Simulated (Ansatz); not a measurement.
Rh (Fm-3m, No. 225): the geometry relaxed with DFT PBE, scalar-relativistic, plane waves, PAW in Ansatz; the starting structure was generated, so it need not be a known form of this composition.

```
Rh
1.0
     3.82995    0.00000    0.00000
     0.00000    3.82995    0.00000
     0.00000    0.00000    3.82995
Rh
4
Cartesian
  0.0000 0.0000 0.0000
  0.0000 1.9150 1.9150
  1.9150 0.0000 1.9150
  1.9150 1.9150 0.0000
```

**What will an integrated-DPC-like image along [001] show? Simulated as the projected potential of neutral atoms (B = 0.5 Å²) blurred by a 0.85 Å probe, the thin-sample limit of integrated differential phase contrast. The display is stretched by a gamma of 0.8; percentages refer to the linear signal. A slight drift was added.**

The columns repeat on a square net with a repeat of 1.91 Å (plane group p4mm). All columns are alike (Rh). The shortest distance between visible columns is 1.91 Å in projection. Along the beam the structure repeats every 3.83 Å.

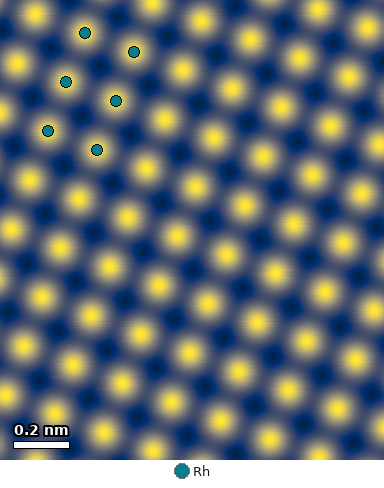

The simulated image, with the columns of the model marked in one corner.
